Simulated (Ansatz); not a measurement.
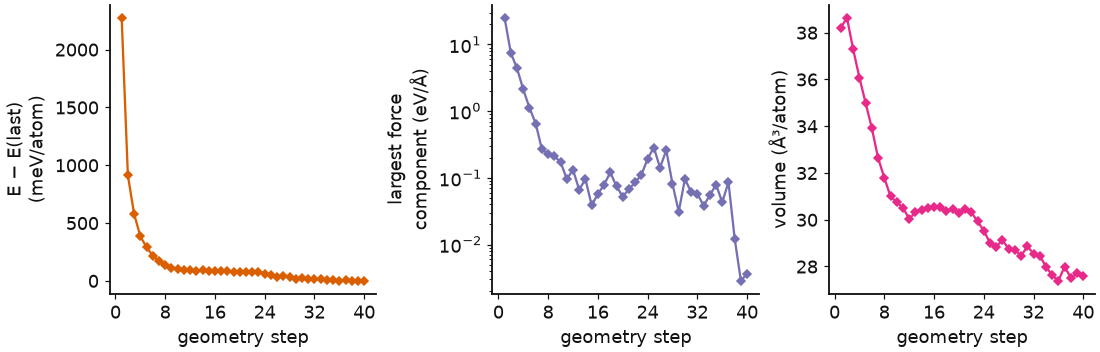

History of a geometry optimisation. Sn (P1, 5 atoms in the cell); Ansatz, DFT PBE, scalar-relativistic, plane waves, PAW; cutoff 420 eV, 4×4×4 k-mesh, Gaussian smearing of 0.1 eV. Atoms and cell relax. A closing SCF on a freshly chosen basis isn't drawn.

The optimisation met its thresholds at geometry 40, counting the start as the first. The energy fell by about 2300 meV/atom from the first step to the last. The largest force component goes from about 25 eV/Å at the start to 4 × 10⁻³ eV/Å at the end. The volume shrinks from 38.2 to 27.6 Å³ per atom (−28 %).
